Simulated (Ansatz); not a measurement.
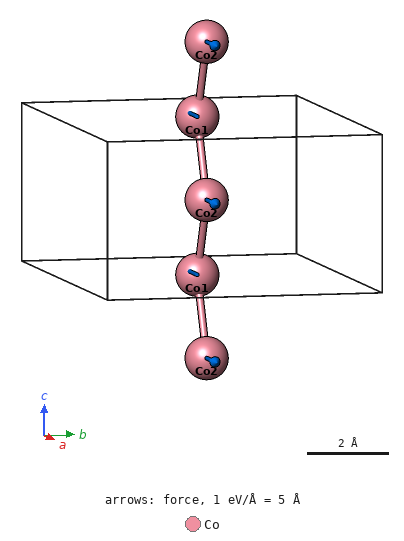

Starting geometry of a wire of composition Co with the computed forces as blue arrows. The picture is a ball-and-stick view of the cell of the calculation, with the vacuum cut short, seen slightly off an axis.

Case: zigzag chain of atoms.

Computed with Ansatz, DFT PBE, scalar-relativistic, plane waves, PAW.

The input:
```yaml
crystal:
  lattice:
    - [10.0, 0.0, 0.0]
    - [0.0, 9.3, 0.0]
    - [0.0, 0.0, 3.9417647638]
  atoms:
    - { symbol: Co, position: [0.4507279405, 0.5, 0.0], spin: 1.99 }
    - { symbol: Co, position: [0.5492720595, 0.5, 0.5], spin: 1.99 }
basis:
  ecutwfc: 420
kpoints:
  mp_grid: { grid: [1, 1, 16] }
hamiltonian:
  xc: pbe
scf:
  occupations: { method: gaussian, width: 0.05 }
output:
  forces: true
  stress: true
  eigenvalues: true
  populations: true
  write_density: true
  write_potential: true
  elf: true
  volumetric_format: npy
magnetization:
  spin_polarized: true
relax:
  adjacent_minimum: "off"
  f_tol: 0.01
  max_steps: 45
  cell: { fix: [a, b, alpha, beta, gamma], stress_tol: 0.03 }
```

Run as
```bash
ansatz run input.yaml --threads 2 --pin off --max-ram 5120MiB --backend cpu --events-out ev --progress --plain --runs-dir out
```

> Is this structure relaxed? If not, where do the atoms go?

It isn't relaxed: the largest force vector, on Co atoms, is 0.22 eV/Å. The atoms end up moving mostly along the starting forces (cosine between the two patterns 1.00). After 13 accepted moves (16 points after the start) the energy has fallen by 1.169 eV per cell of the calculation. The largest force component goes from 0.22 to 0.006 eV/Å. The line search rejected the trial steps at points 3, 12 of the run. At 1 point the geometry stayed and the basis and grid were re-selected for the new cell (energy shift of 5.5 meV per cell of the calculation at most each time). The largest moves relative to the layer's centre, 0.48 Å, are those of Co1 and Co2. Along the periodic axis the drawn cell goes c 3.942 → 2.303 Å (−41.6 %). Near-neighbour distances that change, for instance: Co1–Co1 3.942 → 2.303 Å, Co1–Co2 2.204 → 2.265 Å. Among the angles between lasting bonds that change: Co2–Co1–Co2 126.9° → 61.1°. Cost: 2.3 min on 2 threads of Arm Neoverse V1, on a shared host, peak memory 0.61 GiB.

Limits of the set-up: the k-point mesh is coarse for a cell with partly filled bands.
